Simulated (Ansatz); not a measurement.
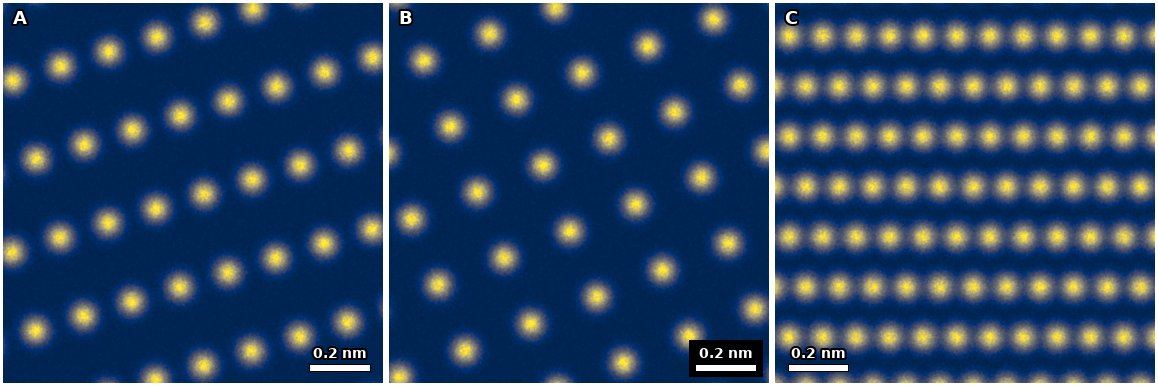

Three views of Tl (Fm-3m, No. 225) along different zone axes. Simulated incoherent Z contrast: every atom adds Z^1.7 spread by a probe of 0.67 Å full width; channelling and multiple scattering are left out. Shot noise was added. Atomic positions: the geometry given to an electronic-structure calculation, possibly off equilibrium; the starting structure was generated, so it need not be a known form of this composition.

```
CELL_PARAMETERS angstrom
4.85899 0.00000 0.00000
0.00000 4.85899 0.00000
0.00000 0.00000 4.85899
ATOMIC_POSITIONS crystal
Tl 0.00000 0.00000 0.00000
Tl 0.00000 0.50000 0.50000
Tl 0.50000 0.00000 0.50000
Tl 0.50000 0.50000 0.00000
```

> Match the panels to the zone axes [001], [211] and [221].

A is [211]: projected cell 1.72 × 2.81 Å, 90°, plane group p2mm. B is [001]: projected cell 2.43 × 2.43 Å, 90°, plane group p4mm. C is [221]: projected cell 1.15 × 1.81 Å, 108°, plane group c2mm.
